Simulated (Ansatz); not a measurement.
# Run report: P, geometry relaxation (part 3 of 3)

P (slab, 12 atoms in the cell); DFT PBE+D3(BJ), scalar-relativistic, plane waves, PAW, no spin polarisation (Ansatz 0.2.0); cutoff 420 eV, 10×8×1 k-mesh, Gaussian smearing of 0.01 eV. The structure derives from an entry of the Crystallography Open Database.

Geometry of the input (Å; fractional positions):
```
3.3228  0.0000  0.0000
0.0000  4.1648  0.0000
0.0000  0.0000  50.7268
P  0.0000  0.5719  0.3781
P  0.5000  0.9281  0.3781
P  0.5000  0.0719  0.4209
P  0.0000  0.4281  0.4209
P  0.5000  0.5719  0.4786
P  0.0000  0.9281  0.4786
P  0.0000  0.0719  0.5214
P  0.5000  0.4281  0.5214
P  0.0000  0.5719  0.5791
P  0.5000  0.9281  0.5791
P  0.5000  0.0719  0.6219
P  0.0000  0.4281  0.6219
```

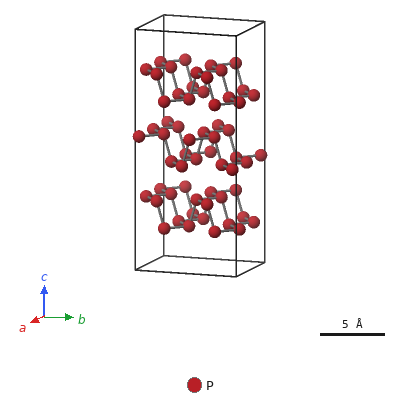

Fig. 1: The geometry at step 7 of the log (ball-and-stick view of the 2 × 2 repeat of the cell, with the vacuum cut short, seen slightly off an axis).

Key numbers:

- outcome: converged
- electrons treated: 60
- free energy: −9071.8953 eV
- work function, top face: 4.42 eV
- work function, bottom face: 4.42 eV
- Fermi energy: −4.417 eV
- gap on the k-point mesh: 0.03 eV
- final volume: 712.23 Å³
- work function (upper face): 4.42 eV
- largest force (length of the vector) at the end: 0.001 eV/Å
- hardware: 2 threads of AMD EPYC (Zen 3), 189 GiB of memory available, shared host
- wall time: 12 min (CPU time 23 min)
- peak memory: 1.3 GiB
